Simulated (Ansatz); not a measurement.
## Electronic structure of C in real space

Input file:

```
crystal:
  lattice:
    - [0.0, 1.7957179476, 1.7957179476]
    - [1.7801417077, 0.0155762399, 1.7801417077]
    - [1.7801417077, 1.7801417077, 0.0155762399]
  atoms:
    - { symbol: C, position: [0.5, 0.5, 0.5] }
    - { symbol: C, position: [0.75, 0.75, 0.75] }
basis:
  ecutwfc: 500
kpoints:
  mp_grid: { grid: [12, 12, 12] }
hamiltonian:
  xc: r2scan
scf:
  occupations: { method: gaussian, width: 0.05 }
output:
  forces: true
  stress: true
  eigenvalues: true
  write_density: true
  write_potential: true
  elf: true
  volumetric_format: npy
```

Run with:

```sh
ansatz run input.yaml --threads 1 --pin off --max-ram 2560MiB --backend cpu --events-out ev --progress --plain --runs-dir out
```

Below, planes, directions and counts refer to the conventional cell (a = 2.50 Å, b = 2.54 Å, c = 3.56 Å, α = 90.00°, β = 90.00°, γ = 90.00°).

Space group Imma; changed on purpose from its base cell (strain +0.0175 x Voigt [0, 0, 0, 1, 0, 0], atoms carried along).

All numbers below come from DFT r2SCAN, scalar-relativistic, plane waves, PAW (Ansatz).

In a PAW calculation such maps are meaningful between the atoms, not at the nuclei.

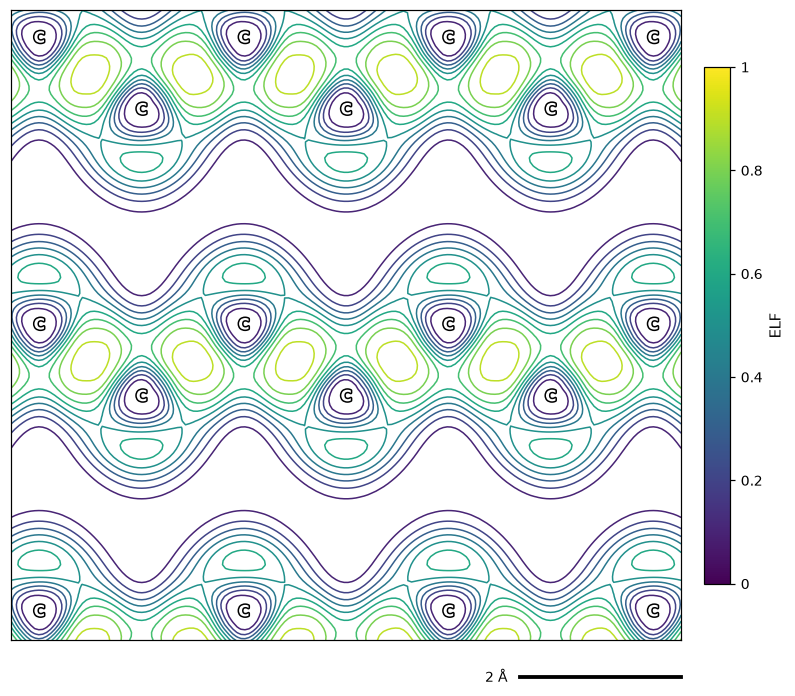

Figure 1. Electron localisation function on the (100) plane of the conventional cell.

Question: Interpret the plot.

Answer: Atoms in the plane: C. C–C (1.55 Å): the ELF peaks at about 0.95 between the atoms: a covalent bond.

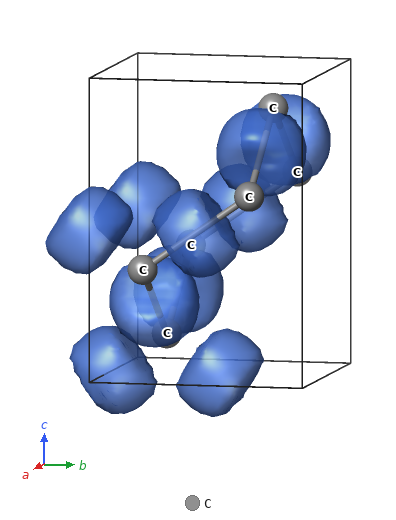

Figure 2. Isosurface of the electron localisation function at 0.7 (blue), seen slightly off an axis. Core shells and regions of very low density are left out. Sticks mark near contacts.

Question: Describe the localisation domains.

Answer: At this value the surface marks out eight regions between bonded C–C atoms (shared pairs), counted in one cell of 4 atoms. Regions shared between cells count once.


C–C (1.53 Å): the ELF peaks at about 0.95 between the atoms, as expected for a shared electron pair.

Question: Does the calculation give a band gap?

Answer: It is gapped, with a Kohn–Sham gap of 4.4 eV on the k-point mesh, an upper bound to the gap of this method.
